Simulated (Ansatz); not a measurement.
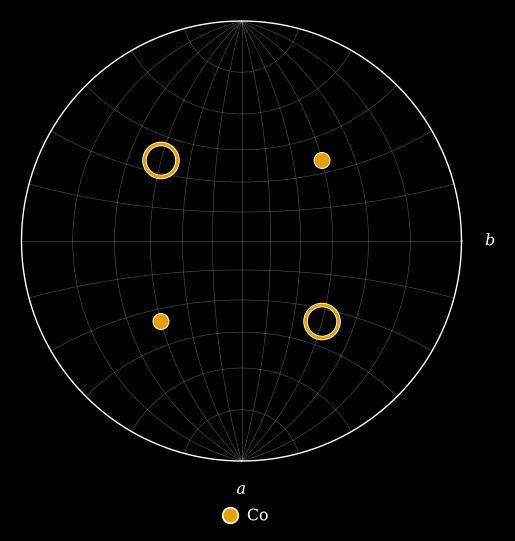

For Co, coordinates from a relaxation with Ansatz 0.2.0, DFT, PBEsol, plane waves (420 eV) with PAW, scalar-relativistic; the starting structure was generated, so it need not be a known form of this composition: directions from one cobalt atom at (3/4, 3/4, 3/4) to its bonded neighbours, in stereographic projection down c (filled: above the plane of the page or in it, open: below). The drawing is computed from the coordinates (standard cell, symmetry found to 0.002 Å).

Neighbours are counted up to 2.35 Å for Co.

```
Co
1.0
     4.85035    0.00000    0.00000
     0.00000    4.85035    0.00000
     0.00000    0.00000    4.85035
Co
8
Direct
  0.75000 0.75000 0.75000
  0.00000 0.50000 0.00000
  0.75000 0.25000 0.25000
  0.00000 0.00000 0.50000
  0.25000 0.75000 0.25000
  0.50000 0.50000 0.50000
  0.25000 0.25000 0.75000
  0.50000 0.00000 0.00000
```

> How many neighbours are there, and at what angles?

4: 4 Co at 2.10 Å. Angles between bonds: 109° (6×).

> What is the site's symmetry in the crystal?

Point group -43m (Td), order 24: three −4 axes, four threefold axes, six mirror planes. In Fd-3m, No. 227, origin choice 1 this is Wyckoff position 8b.
